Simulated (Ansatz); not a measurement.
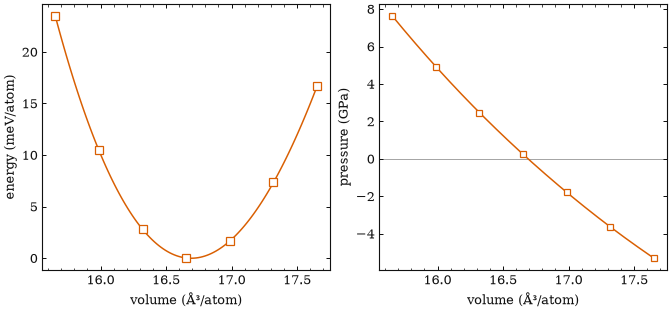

The figure shows the energy and pressure against volume for TiAl, space group P-6m2 (No. 187).

Cell as given: a = 2.867 Å, b = 2.867 Å, c = 4.678 Å, α = 90.00°, β = 90.00°, γ = 120.00°; 2 atoms.

How it was computed, with Ansatz 0.2.0: all-electron LAPW DFT, no spin polarisation; energies at scaled volumes of the given cell, shape and fractions fixed, counted from the fit's minimum, third-order Birch-Murnaghan fit. Level: PBE.

| setting | value |
| --- | --- |
| k mesh | 11×11×6 |
| occupations | Fermi–Dirac |
| smearing width | 0.05 eV |
| potentials | all electron LAPW, scalar relativistic |
| program settings | basis error eV/atom 0.0005 |

**How stiff is the solid, and where is its volume at rest?**

A third-order Birch–Murnaghan fit gives V0 = 16.69 Å³/atom, B0 = 106 GPa and B′ = 3.8.

**Read off the course of the pressure.**

It falls from 7.64 GPa at volume 15.65 Å³/atom to −5.31 GPa at 17.65 Å³/atom, and changes sign near 16.69 Å³/atom.

Limits of the calculation: shape and atomic fractions are frozen while scaling, which makes layered, chain and framework solids too stiff.
